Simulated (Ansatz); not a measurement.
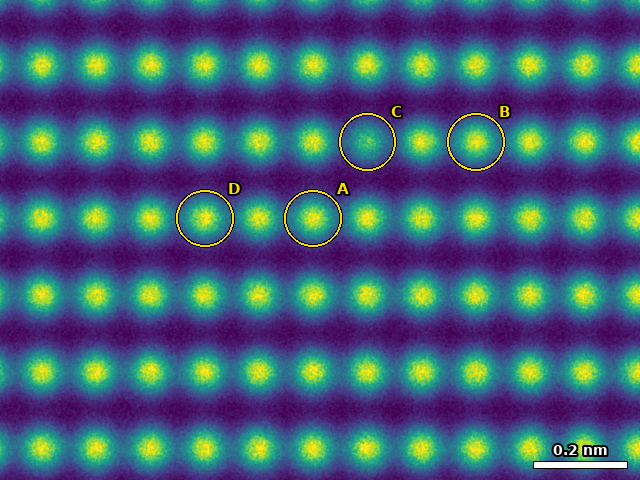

HAADF-like image of C (Im-3m, No. 229) along [110]. The image is simulated as a sum over atoms of Z^1.8, blurred by a 0.77 Å probe (no channelling). The probe carries 25 % of its weight in a tail 2.5 times as wide. Shot noise was added.

The sample is 4 repeats (13.4 Å) thick. One point defect was put into the perfect crystal, without relaxing the atoms around it. Brightness is counted from the darkest point of the image. Host structure: coordinates from a relaxation with DFT PBE, scalar-relativistic, plane waves, PAW in Ansatz; the starting structure was generated, so it need not be a known form of this composition.

> Which ringed column holds the defect, and does it scatter more or less than its equals?

C; it scatters less. The column holds 4 atoms (C) through the sample, and one C atom is missing, so its peak drops to about 75 % of that of its equals.
